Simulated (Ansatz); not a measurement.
# Series on C(111) slab, H on the bottom face, by atomic planes

How do forces, charges and cost change as the structure grows and the share of atoms at its surface or edge shifts?

Computed with Ansatz 0.2.0: Kohn-Sham DFT, PBE+D3(BJ), PAW (set soft_2). Every run is a single point, with the atoms held where the recipe put them (cutoff of the plane-wave runs 420 eV, fermi-dirac smearing of 0.05 eV).

First member: diamond-structure C (a = 3.567 Å), (111) slab of 4 atomic planes, 4 x 4 surface cells, H on the broken bonds of the bottom face, 10 Å of vacuum; displaced by a Gaussian of 0.02 Å.

Last member: diamond-structure C (a = 3.567 Å), (111) slab of 16 atomic planes, 4 x 4 surface cells, H on the broken bonds of the bottom face, 10 Å of vacuum; displaced by a Gaussian of 0.02 Å.

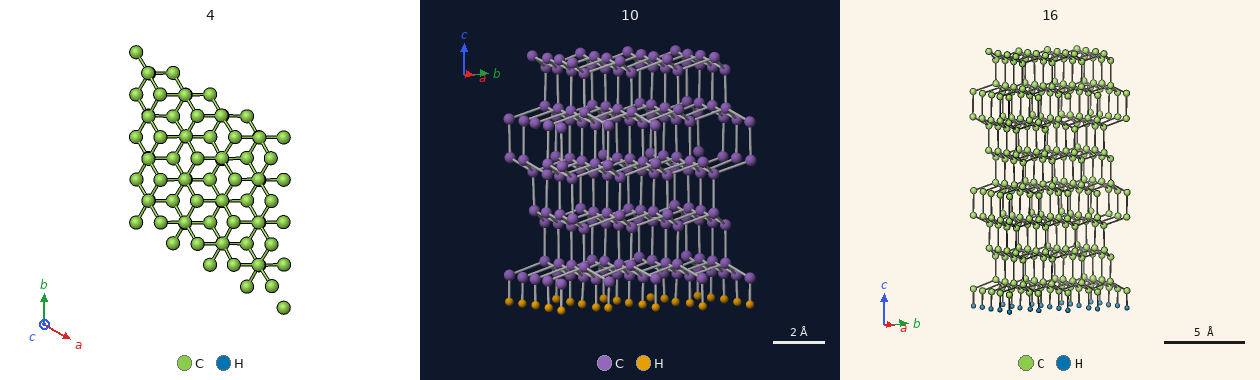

Three members of the series, labelled by atomic planes. H lies hidden behind other atoms in this view. Some periodic images of atoms are drawn too. Bonds to atoms that aren't drawn are left out.

The members:

| atomic planes | reduced formula | atoms | valence electrons | k-mesh | basis |
| --- | --- | --- | --- | --- | --- |
| 4 | HC4 | 80 | 272 | 2×2×1 | plane waves |
| 6 | HC6 | 112 | 400 | 2×2×1 | plane waves |
| 8 | HC8 | 144 | 528 | 2×2×1 | plane waves |
| 10 | HC10 | 176 | 656 | 2×2×1 | plane waves |
| 12 | HC12 | 208 | 784 | 2×2×1 | plane waves |
| 16 | HC16 | 272 | 1040 | 2×2×1 | plane waves |

The input of the first member, without its atom lines; other members have their own cell and atoms, and may differ in mesh, basis and outputs:

```yaml
crystal:
  lattice:
    - [10.089, 0.0, 0.0]
    - [-5.0445, 8.73733, 0.0]
    - [0.0, 0.0, 13.66426]
  atoms:
    [... 80 lines ...]
kpoints:
  mp_grid: { grid: [2, 2, 1] }
hamiltonian:
  xc: pbe
  dispersion: d3bj
scf:
  occupations: { method: fermi_dirac, width: 0.05 }
output:
  forces: true
  populations: intrinsic
  dos:
    method: { smearing: { sigma: 0.08 } }
    de: 0.1
    projected:
      site_lists:
        C: [C]
        H: [H]
        slab: [0, 1, 2, 3, 4, 5, 6, 7, 8, 9, 10, 11, 12, 13, 14, 15, 16, 17, 18, 19, 20, 21, 22, 23, 24, 25, 26, 27, 28, 29, 30, 31, 32, 33, 34, 35, 36, 37, 38, 39, 40, 41, 42, 43, 44, 45, 46, 47, 48, 49, 50, 51, 52, 53, 54, 55, 56, 57, 58, 59, 60, 61, 62, 63]
        hydrogen: [64, 65, 66, 67, 68, 69, 70, 71, 72, 73, 74, 75, 76, 77, 78, 79]
  eigenvalues: true
  write_density: true
  write_potential: true
  volumetric_format: npy
```

Results; charges are mean intrinsic-atomic-orbital charges in e:

| atomic planes | r.m.s. force (eV/Å) | q(C) | q(H) |
| --- | --- | --- | --- |
| 4 | 1.87 | -0.04 | +0.16 |
| 6 | 1.64 | -0.03 | +0.16 |
| 8 | 1.53 | -0.02 | +0.16 |
| 10 | 1.42 | -0.02 | +0.16 |
| 12 | 1.32 | -0.01 | +0.15 |
| 16 | 1.30 | -0.01 | +0.16 |

Each mean runs over all atoms of an element, whatever their surroundings.

Bonds in each cell, which the recipe sets and DFT didn't move; cutoffs follow each cell's own g(r) within set bounds (mean length in Å, and neighbours of the second kind about the first):

| atomic planes | C-C length | C-C count | C-H length | C-H count |
| --- | --- | --- | --- | --- |
| 4 | 1.546 | 3.50 | 1.095 | 0.25 |
| 6 | 1.545 | 3.67 | 1.084 | 0.17 |
| 8 | 1.545 | 3.75 | 1.088 | 0.12 |
| 10 | 1.545 | 3.80 | 1.078 | 0.10 |
| 12 | 1.545 | 3.83 | 1.106 | 0.08 |
| 16 | 1.545 | 3.88 | 1.082 | 0.06 |

Cost on 8 threads of Arm Neoverse V2, shared host:

| atomic planes | atoms | basis | k-mesh | SCF cycles | time | host memory (GiB) | Δ force from the first basis (meV/Å) |
| --- | --- | --- | --- | --- | --- | --- | --- |
| 4 | 80 | plane waves | 2×2×1 | 17 | 26 s | 4.9 | - |
| 4 | 80 | support functions | 2×2×1 | 16 | 59 s | 2.4 | 3.7 |
| 6 | 112 | plane waves | 2×2×1 | 18 | 52 s | 7.8 | - |
| 6 | 112 | support functions | 2×2×1 | 20 | 89 s | 3.0 | 2.8 |
| 8 | 144 | plane waves | 2×2×1 | 22 | 96 s | 11 | - |
| 8 | 144 | support functions | 2×2×1 | 19 | 1.8 min | 3.7 | 2.5 |
| 10 | 176 | plane waves | 2×2×1 | 26 | 2.8 min | 12 | - |
| 10 | 176 | support functions | 2×2×1 | 23 | 2.4 min | 4.3 | 2.3 |
| 12 | 208 | plane waves | 2×2×1 | 24 | 3.7 min | 11 | - |
| 12 | 208 | support functions | 2×2×1 | 27 | 3.4 min | 4.9 | 2.6 |
| 16 | 272 | plane waves | 2×2×1 | 26 | 7.2 min | 12 | - |
| 16 | 272 | support functions | 2×2×1 | 26 | 5.5 min | 5.8 | 1.8 |

Times include the outputs that each run asked for, on hosts shared with other jobs.

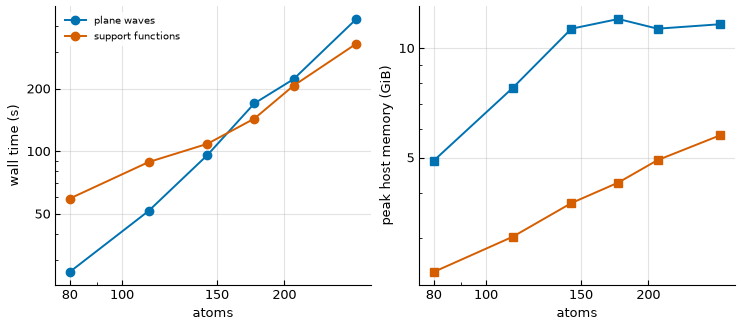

Wall time and memory against the number of atoms.

Support functions take 0.76 to 2.3 times the wall time of plane waves (the times hold unlike extra outputs; shared hosts, so rough; some runs shed caches under their memory cap, which slows them). The r.m.s. force goes from 1.9 eV/Å at 4 to 1.3 eV/Å at 16 planes. The composition changes with the cut, as the formulas show, and that bears on charges and levels too. All of the 6 members have partly filled levels at the Fermi energy, as cut bonds or an unbalanced electron count at the surface can give; spin polarisation, left out here, could split them.

Caveats: The runs have no spin polarisation, so any moments at edges, vacancies or dangling bonds can't form in them. Beside vacuum, support functions can miss their usual error bounds without a warning. Some meshes are too coarse along the periodic directions to show band edges or a metallic band. Slabs that bear a dipole have periodic images along the normal, so a spurious field crosses the vacuum. The random displacements of the recipe add to the forces of every member.

[Logs are printed without paths, hosts, clocks, repeated set-up lines and the standing remarks that a program may print on its own settings, such as how far it seeks lower states.]

[Hosts, paths, dates, database ids (printed as entryN), source tags and the programs' standing remarks are cut or masked in the printed files.]
